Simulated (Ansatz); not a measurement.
System: Zn.

```yaml
crystal:
  lattice:
    - [-2.56687, 0.01460, 0.01975]
    - [-1.28323, 1.68237, -1.55652]
    - [-1.28528, -1.82146, -1.69519]
  atoms:
    - { symbol: Zn, position: [0.00000, 0.00000, 0.00000] }
```

Space group P-1; a structure from a database of computed crystals, not necessarily the ambient phase.

Computed with Ansatz, Kohn-Sham DFT of a periodic cell, PBE with D3(BJ), Ansatz PAW.

What will maps of the valence pseudo-density and electron localisation function show?

Zn–Zn (2.57 Å): ρ is about 0.29 e/Å³ halfway; the ELF is about 0.35 at the midpoint.
Zn–Zn (2.63 Å): ρ is about 0.27 e/Å³ halfway; the ELF is about 0.30 at the midpoint.

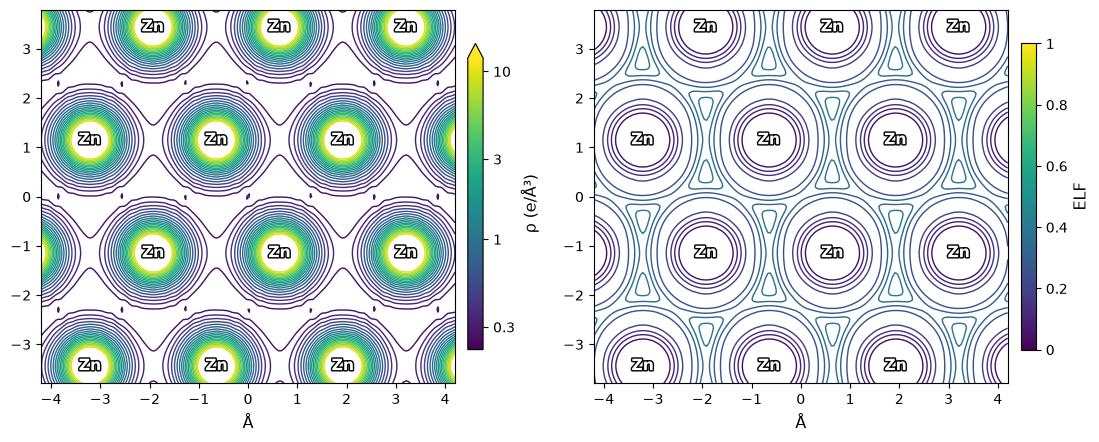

Computed valence pseudo-density and electron localisation function on the (001) plane of the conventional cell, in this order. 

In a PAW calculation such maps are meaningful between the atoms, not at the nuclei.
